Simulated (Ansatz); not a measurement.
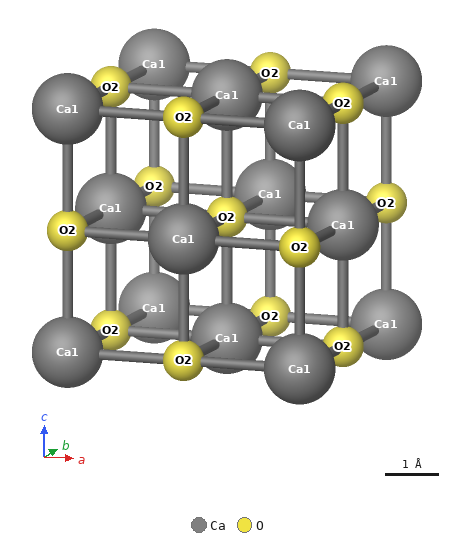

The structure as given in the input (ball-and-stick view of the cell 4 times as large as that of the calculation, set on its symmetry axes, seen slightly off an axis; atoms are numbered from 1 in the order of the input).

**What a change does: band-structure calculation on CaO**

System: CaO (Fm-3m, 2 atoms in the cell).
Method of run 1: DFT, r2SCAN, plane waves, PAW, no spin polarisation (Ansatz 0.2.0).

The structure was built on a prototype by a generator. The geometry comes from this level: r2SCAN (a point of a series of strains). Text and figures count atoms from 1; the logs count them from 0 in places.

**Input, run 1**
```yaml
crystal:
  lattice:
    - [0.0, 2.3428859718, 2.3428859718]
    - [2.3428859718, 0.0, 2.3428859718]
    - [2.3428859718, 2.3428859718, 0.0]
  atoms:
    - { symbol: Ca, position: [0.0, 0.0, 0.0] }
    - { symbol: O, position: [0.5, 0.5, 0.5] }
kpoints:
  mp_grid: { grid: [10, 10, 10] }
  band_path:
    path:
      - [0.0, 0.0, 0.0]
      - [0.5, 0.0, 0.5]
      - [0.625, 0.25, 0.625]
      - [0.375, 0.375, 0.75]
      - [0.5, 0.5, 0.5]
      - [0.5, 0.25, 0.75]
    npoints: 1
hamiltonian:
  xc: r2scan
scf:
  occupations: { method: fixed }
  n_extra_bands: 4
output:
  forces: true
  stress: true
  eigenvalues: true
```

Command:
```bash
ansatz run input.yaml --threads 4 --pin off --max-ram 3686MiB --backend cpu --events-out ev --progress --plain --runs-dir out
```

Hardware: 4 threads of an Arm (aarch64) CPU, shared host.

**Output, shortened to warnings, some set-up lines, iterations and results (run 1)**
```
Basis set: ecut = 500 eV, 645 PW (Γ), exchange–correlation on 100×100×100 points (64 copies of the dense FFT grid, shifted against one another)
Symmetry: 48 space group operations
k-points: 47 of 1000
Initial density: superposition of atomic densities (neutral atoms: chi_scale 0, normalization atom), corrected by the library's trained network
[...]
SCF iter   1: F=—  HF=-2393.959041 eV  |F-HF|=—  |Δ(HF+E_count)|=         —  Δρ=1.09e-2  dr2=3.59e-2  dr2_τ=7.11e-2  ethr=1.77e-3  ⟨swp⟩=4.4  Hψ=3344  notcnv=0  defer=27
SCF iter   2: F=—  HF=-2394.046628 eV  |F-HF|=—  |Δ(HF+E_count)|=   8.76e-2  Δρ=9.40e-3  dr2=1.25e-2  dr2_τ=3.15e-3  ethr=2.24e-4  ⟨swp⟩=2.3  Hψ=1259  notcnv=0  defer=71
SCF iter   3: F=—  HF=-2394.043769 eV  |F-HF|=—  |Δ(HF+E_count)|=   2.86e-3  Δρ=2.52e-3  dr2=7.72e-4  dr2_τ=8.16e-5  ethr=7.82e-5  ⟨swp⟩=2.0  Hψ=804  notcnv=0  defer=89
SCF iter   4: F=—  HF=-2394.043694 eV  |F-HF|=—  |Δ(HF+E_count)|=   7.45e-5  Δρ=5.04e-4  dr2=2.01e-5  dr2_τ=8.01e-6  ethr=4.83e-6  ⟨swp⟩=2.8  Hψ=941  notcnv=0  defer=89
SCF iter   5: F=—  HF=-2394.043699 eV  |F-HF|=—  |Δ(HF+E_count)|=   4.98e-6  Δρ=7.07e-5  dr2=2.87e-7  dr2_τ=1.05e-7  ethr=1.26e-7  ⟨swp⟩=2.1  Hψ=735  notcnv=0  defer=5
SCF iter   6: F=-2394.043700 eV  HF=-2394.043700 eV  |F-HF|=2.48e-10  |Δ(HF+E_count)|=   3.56e-7  Δρ=7.81e-6  dr2=4.81e-9  dr2_τ=1.34e-9  ethr=6.25e-10  ⟨swp⟩=6.2  Hψ=3331  …
SCF 1 converged in 6 iterations: F = -2394.043700 eV  dr2 = 4.81e-9
NSCF: frozen V_eff on 6 k-points
SCF converged after 6 iterations
Free energy (F): -2394.043700 eV
Harris-Foulkes:  -2394.043700 eV  (|F-HF|=2.48e-10)
Internal energy: -2394.043700 eV  (E = F + TS)
E sigma→0 (E₀):  -2394.043700 eV
Fermi energy:    8.222630 eV
--- Per-component energies (eV) ---
  E_band       = -98.489328
  E_kinetic    = 459.906485
  E_local      = -851.152880  (includes V_loc(G=0)·N_el)
  E_nonlocal   = 110.751712
  E_hartree    = 282.799663
  E_xc         = -213.118976
  E_vxc        = -303.762775  (∫ρ·V_xc dr)
  E_paw        = -1023.960527  (= ΣΔE_a)
  E_vpaw       = -98.392608  (= ΣTr[D̂ρ^β])
  E_aug_tail   = 0.001092  (compensation charges beyond the density's cutoff)
  E_vtau       = 18.560089  (kinetic-family band-sum trace: ∫τ·v_τ [+ j·A + Jᵃ·Aᵃ] dr)
  E_ewald      = -1159.017663
  E_core_change = -0.252606  (= ΣΔE_core)
  E_smearing   = -0.000000  (= −TS)
  E_closure    = 0.000000  (closes the sum)
  Σ components = -2394.043700   (vs F -2394.043700, Δ=0.00e0)
--- Forces (eV/Å), atoms counted from 1 ---
  atom   1  Ca    -0.00000000     0.00000000     0.00000000
  atom   2  O      0.00000000    -0.00000000     0.00000000
  max |Σ_I F_I| component: 2.25e-29 eV/Å
--- Stress (GPa, compression-positive) ---
        9.377005       0.000000       0.000000
        0.000000       9.377005      -0.000000
       -0.000000       0.000000       9.377005
  P = ⅓ Tr σ = 9.3770 GPa (93.770 kbar)
```

The input of run 2 differs as follows (lines with − go, lines with + come):
```diff
-  xc: r2scan
+  xc: pbe
-  occupations: { method: fixed }
+  occupations: { method: fermi_dirac, width: 0.02 }
```

What does this change do to the results?

The total energies belong to different methods, so their difference says nothing on which is more stable or more accurate. The gap on the mesh goes from 4.17 to 3.62 eV. The pressure goes from 9.38 to 11.76 GPa. The functional changes from r2SCAN to PBE. The number of SCF iterations is the same. The default cutoff goes from 500 to 420 eV with the change. The plane waves at Γ go from 645 to 531.

**Output, shortened to warnings, some set-up lines, iterations and results (run 2)**
```
Basis set: ecut = 420 eV, 531 PW (Γ), exchange–correlation on 48×48×48 points (8 copies of the dense FFT grid, shifted against one another)
Symmetry: 48 space group operations
k-points: 47 of 1000
Initial density: superposition of atomic densities (neutral atoms: chi_scale 0, normalization atom), corrected by the library's trained network
[...]
SCF iter   1: F=—  HF=-2387.639342 eV  |F-HF|=—  |Δ(HF+E_count)|=         —  Δρ=6.06e-4  dr2=2.34e-5  ethr=1.77e-3  ⟨swp⟩=7.8  Hψ=4038  notcnv=0
SCF iter   2: F=—  HF=-2387.639348 eV  |F-HF|=—  |Δ(HF+E_count)|=   6.10e-6  Δρ=6.28e-4  dr2=9.87e-5  ethr=1.46e-7  ⟨swp⟩=3.1  Hψ=1524  notcnv=0
SCF iter   3: F=—  HF=-2387.639360 eV  |F-HF|=—  |Δ(HF+E_count)|=   1.18e-5  Δρ=2.80e-4  dr2=7.51e-6  ethr=1.46e-7  ⟨swp⟩=2.0  Hψ=752  notcnv=0
SCF iter   4: F=—  HF=-2387.639378 eV  |F-HF|=—  |Δ(HF+E_count)|=   1.79e-5  Δρ=1.31e-4  dr2=1.32e-6  ethr=4.69e-8  ⟨swp⟩=2.6  Hψ=836  notcnv=0
SCF iter   5: F=—  HF=-2387.639384 eV  |F-HF|=—  |Δ(HF+E_count)|=   6.46e-6  Δρ=5.86e-5  dr2=6.85e-7  ethr=8.28e-9  ⟨swp⟩=2.7  Hψ=902  notcnv=0
SCF iter   6: F=-2387.639384 eV  HF=-2387.639384 eV  |F-HF|=4.18e-8  |Δ(HF+E_count)|=   1.02e-7  Δρ=1.49e-5  dr2=5.06e-8  ethr=6.25e-10  ⟨swp⟩=2.9  Hψ=1914  notcnv=0
SCF 1 converged in 6 iterations: F = -2387.639384 eV  dr2 = 5.06e-8
NSCF: frozen V_eff on 6 k-points
SCF converged after 6 iterations
Free energy (F): -2387.639384 eV
Harris-Foulkes:  -2387.639384 eV  (|F-HF|=4.18e-8)
Internal energy: -2387.639384 eV  (E = F + TS)
E sigma→0 (E₀):  -2387.639384 eV
Fermi energy:    10.382100 eV
--- Per-component energies (eV) ---
  E_band       = -85.030868
  E_kinetic    = 459.116346
  E_local      = -851.592729  (includes V_loc(G=0)·N_el)
  E_nonlocal   = 111.835423
  E_hartree    = 282.757713
  E_xc         = -214.098575
  E_vxc        = -269.466299  (∫ρ·V_xc dr)
  E_paw        = -1016.642332  (= ΣΔE_a)
  E_vpaw       = -100.437165  (= ΣTr[D̂ρ^β])
  E_aug_tail   = 0.002432  (compensation charges beyond the density's cutoff)
  E_ewald      = -1159.017663
  E_smearing   = -0.000000  (= −TS)
  E_closure    = 0.000000  (closes the sum)
  Σ components = -2387.639384   (vs F -2387.639384, Δ=0.00e0)
--- Forces (eV/Å), atoms counted from 1 ---
  atom   1  Ca    -0.00000000     0.00000000     0.00000000
  atom   2  O      0.00000000     0.00000000    -0.00000000
  max |Σ_I F_I| component: 3.37e-29 eV/Å
--- Stress (GPa, compression-positive) ---
       11.762435       0.000000       0.000000
        0.000000      11.762435      -0.000000
        0.000000      -0.000000      11.762435
  P = ⅓ Tr σ = 11.7624 GPa (117.624 kbar)
```

**The two runs side by side**

```tsv
quantity	run 1	run 2
outcome	converged	converged
free energy per atom (eV)	−1197.0218	−1193.8197
gap on the mesh (eV)	4.17	3.62
pressure (GPa)	9.38	11.76
largest force (eV/Å)	0.000	0.000
SCF iterations	6	6
irreducible k-points	47	47
plane waves at Γ	645	531
wall time (shared host)	1.7 s	0.95 s
```

For run 1: The cell is under a pressure of 9.4 GPa at this level, so it is not at its equilibrium volume. For run 2: The cell is under a pressure of 11.8 GPa at this level, so it is not at its equilibrium volume.
